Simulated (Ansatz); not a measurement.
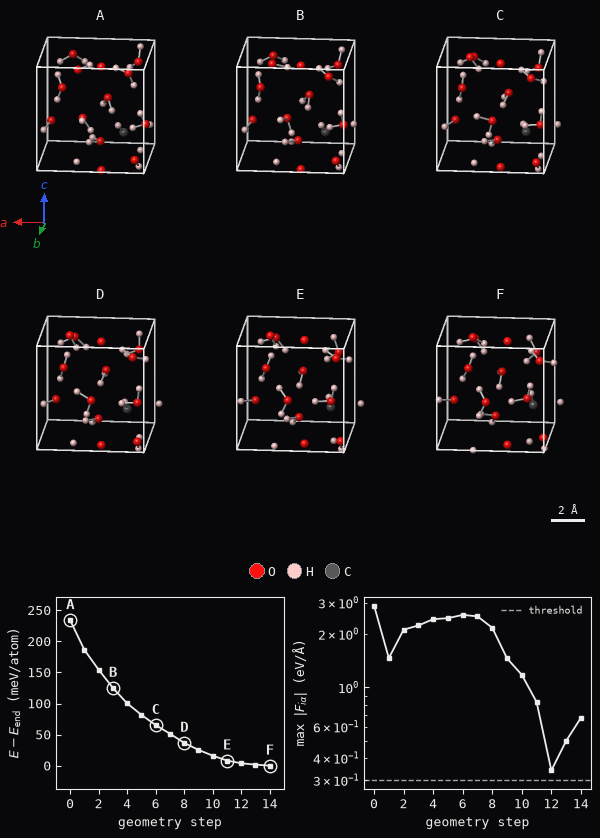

Frames of a relaxation of an amorphous cell of composition H₂₂CO₁₂, marked on the history of the run. The picture is a ball-and-stick view of the cell of the calculation, seen from a free direction.

The cell holds 10 H2O + 1 HCOOH. The run prepares the start of a later molecular dynamics calculation, from a guessed geometry.

Method: DFT PBE-D3(BJ), scalar-relativistic, plane waves, PAW (Ansatz). (plane-wave cutoff 420 eV; k-point mesh 1 × 1 × 1; occupations fermi dirac; smearing width 0.05 eV; no spin polarisation; atoms relaxed in a fixed cell; force threshold 0.3 eV/Å; at most 15 steps)

**What happens along the run?**

The relaxation stopped without meeting its thresholds, so the last structure isn't shown to be converged. It used up its limit of 15 steps. The largest moves, 1.35 Å, are those of O and H atoms. By element the largest moves are O 1.35 Å, H 1.35 Å, C 0.72 Å. The cell doesn't change. Some distances before and after: H–O 0.980 → 1.025 Å, H–O 0.969 → 1.012 Å, C–O 1.350 → 1.318 Å, H–O 0.969 → 0.991 Å. Among the angles between lasting bonds that change: H–O–H 104.0° → 110.0°, H–O–H 104.0° → 109.2°, H–O–H 104.0° → 107.8°. The energy falls by 234 meV per atom in 14 geometry steps. The largest force component goes from 2.9 to 0.67 eV/Å. From step 0 to 3: an O atom moves most (0.56 Å), energy −109 meV per atom. From step 3 to 6: an H atom moves most (0.54 Å), energy −59.8 meV per atom. From step 6 to 8: an H atom moves most (0.39 Å), energy −28.6 meV per atom. From step 8 to 11: an O atom moves most (0.47 Å), energy −28.4 meV per atom. From step 11 to 14: H atoms move most (0.55 Å), energy −8.3 meV per atom.

```json
{"step": "0", "E − E(0), meV/atom": "0.00", "largest force component, eV/Å": "2.8866"}
{"step": "1", "E − E(0), meV/atom": "-47.76", "largest force component, eV/Å": "1.4621"}
{"step": "2", "E − E(0), meV/atom": "-79.64", "largest force component, eV/Å": "2.1135"}
{"step": "3", "E − E(0), meV/atom": "-108.85", "largest force component, eV/Å": "2.2322"}
{"step": "4", "E − E(0), meV/atom": "-133.73", "largest force component, eV/Å": "2.4224"}
{"step": "5", "E − E(0), meV/atom": "-152.25", "largest force component, eV/Å": "2.4540"}
{"step": "6", "E − E(0), meV/atom": "-168.67", "largest force component, eV/Å": "2.5608"}
{"step": "7", "E − E(0), meV/atom": "-182.50", "largest force component, eV/Å": "2.5129"}
{"step": "8", "E − E(0), meV/atom": "-197.26", "largest force component, eV/Å": "2.1659"}
{"step": "9", "E − E(0), meV/atom": "-208.55", "largest force component, eV/Å": "1.4572"}
{"step": "10", "E − E(0), meV/atom": "-217.83", "largest force component, eV/Å": "1.1772"}
{"step": "11", "E − E(0), meV/atom": "-225.68", "largest force component, eV/Å": "0.8280"}
{"step": "12", "E − E(0), meV/atom": "-230.07", "largest force component, eV/Å": "0.3405"}
{"step": "13", "E − E(0), meV/atom": "-232.28", "largest force component, eV/Å": "0.4997"}
{"step": "14", "E − E(0), meV/atom": "-233.97", "largest force component, eV/Å": "0.6738"}
```

Limits of the set-up: the program's low-accuracy preset was used; the periodic images lie only 6.6 Å apart, so the values are limited by the cell's size.
